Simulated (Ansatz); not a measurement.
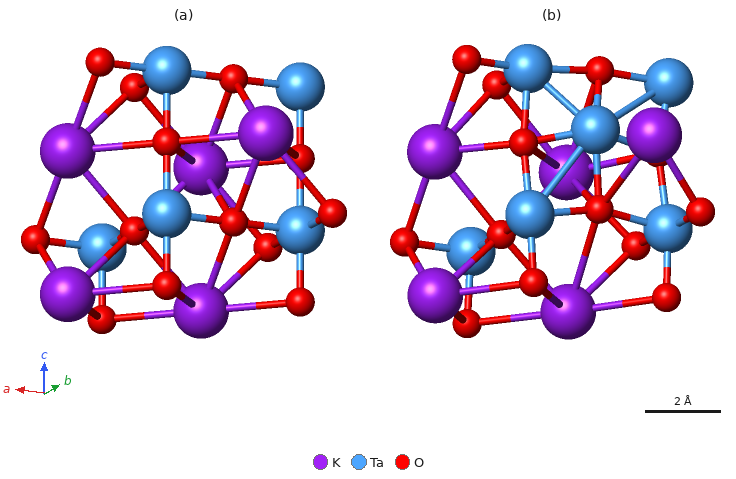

Left: perfect KTaO$_{3}$. Right: the same region with a pair of point defects, after relaxing the atoms in a supercell of 40 sites. A ball-and-stick model of the atoms within 4.6 Å of one point, in a slice 4.2 Å thick across the line of sight, seen from a free direction.

These are results of DFT, PBEsol, PAW, plane waves (Ansatz), not measurements. Settings: plane-wave cutoff 420 eV; k-point mesh 1 × 1 × 1; mesh shifted by (0.25, 0.25, 0.25); no spin polarisation. Fermi-Dirac smearing of 0.01 eV. A uniform background neutralises the charged cell. The axes drawn are those of the host's conventional cell.

**What kind of defect was made?**

An oxygen atom is replaced by tantalum and an extra oxygen atom is put between the host's atoms (an interstitial), the two sites 3.5 Å apart.

The charge state of the cell is +1.

**How does the lattice respond?**

In the host the O atom has 2 Ta at 1.99 Å; the Ta atom ends with 5 O at 1.99 to 2.18 Å. The O atom starts with 2 K at 1.99 to 2.00 Å, 4 O at 1.99 Å around its place and ends with 2 Ta at 1.96 to 2.01 Å. Of the host's atoms, an oxygen atom moves furthest from its site, by 2.72 Å. The Ta atom itself moves 1.69 Å from where it was put. The O atom itself moves 2.03 Å from where it was put.

Limits of the set-up: the periodic images lie only 8.0 Å apart, so the values are limited by the cell's size; the cell is charged, on a uniform background, and energies carry no finite-size correction.
